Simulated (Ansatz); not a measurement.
# Al: what the fields show

Input file:

```
crystal:
  lattice:
    - [3.1887371512, 3.1887371512, -3.1887371512]
    - [-3.1887371512, -3.1887371512, -3.1887371512]
    - [-3.1887371512, 3.1887371512, 3.1887371512]
  atoms:
    - { symbol: Al, position: [-0.0125441509, 0.4874558491, 0.0] }
    - { symbol: Al, position: [0.5, 0.5, 0.0] }
    - { symbol: Al, position: [0.0, 0.5, 0.5] }
    - { symbol: Al, position: [0.5, 0.5, 0.5] }
    - { symbol: Al, position: [0.0, 0.0, 0.0] }
    - { symbol: Al, position: [0.5, 0.0, 0.0] }
    - { symbol: Al, position: [0.0, 0.0, 0.5] }
    - { symbol: Al, position: [0.5, 0.0, 0.5] }
basis:
  ecutwfc: 500
kpoints:
  mp_grid: { grid: [14, 14, 14] }
hamiltonian:
  xc: r2scan
scf:
  occupations: { method: gaussian, width: 0.15 }
output:
  forces: true
  stress: true
  eigenvalues: true
  write_density: true
  write_potential: true
  elf: true
  volumetric_format: npy
```

Command:

```sh
ansatz run input.yaml --threads 1 --pin off --max-ram 2560MiB --backend cpu --events-out ev --progress --plain --runs-dir out
```

Below, planes, directions and counts refer to the conventional cell (a = 6.38 Å, b = 6.38 Å, c = 6.38 Å, α = 90.00°, β = 90.00°, γ = 90.00°).

Space group I4mm; a structure from a database of computed crystals, not necessarily the ambient phase; changed on purpose from its base cell (atom 1 (Al) moved +0.080 A along Cartesian [0 0 1]); not relaxed (largest force 0.4 eV/Å).

The calculation used DFT r2SCAN, scalar-relativistic, plane waves, PAW in Ansatz.

Core electrons are frozen (PAW), and the valence fields are smoothed inside the atomic spheres.

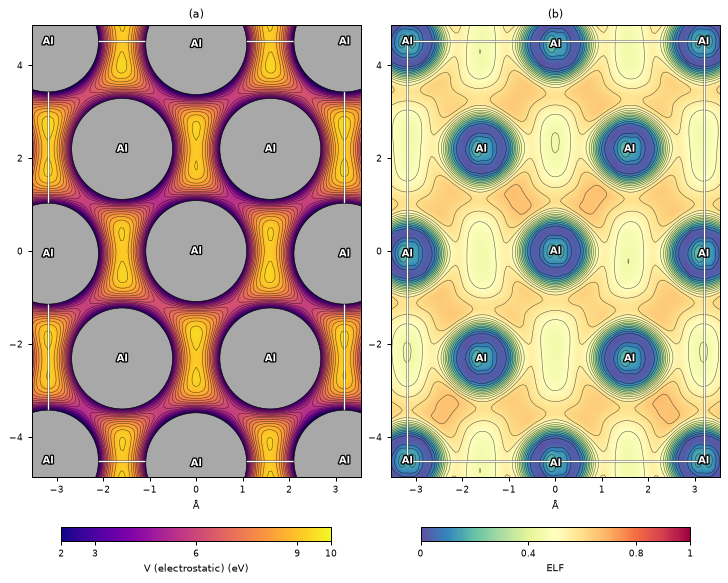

Figure 1. (a) electrostatic potential energy of an electron; (b) electron localisation function on the (101) plane of the conventional cell. Grey discs cover the atomic cores in the potential map.

**Interpret the plot.**

The section cuts through Al sites. Al–Al (2.72 Å): the ELF peaks at about 0.65 between the atoms. Al–Al (2.76 Å): the ELF peaks at about 0.65 between the atoms. Al–Al (2.81 Å): the ELF peaks at about 0.65 between the atoms. Outside the cores the potential energy rises away from the atoms and is highest about 1.7 Å from the nearest atoms; its zero is arbitrary.

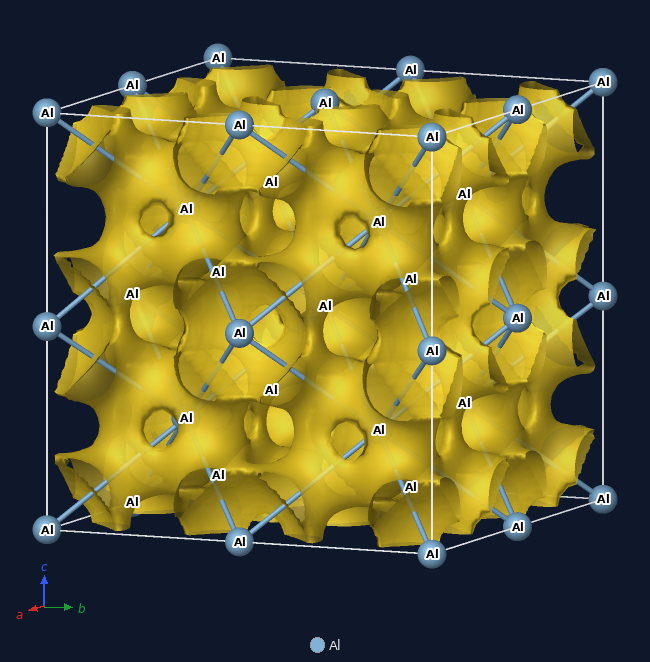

Figure 2. Isosurface of the electron localisation function at 0.55 (yellow), seen slightly off an axis. Core shells and regions of very low density are left out. Sticks mark near contacts.

**Where are the electrons localised?**

At this value the surface marks out one network that runs through the whole crystal, counted in one cell of 16 atoms. Any copies at cell faces, edges or corners count once. There are no localised bonds or lone pairs at this value.

**Does the calculation give a band gap?**

It is gapless in this calculation (a metal or semimetal).
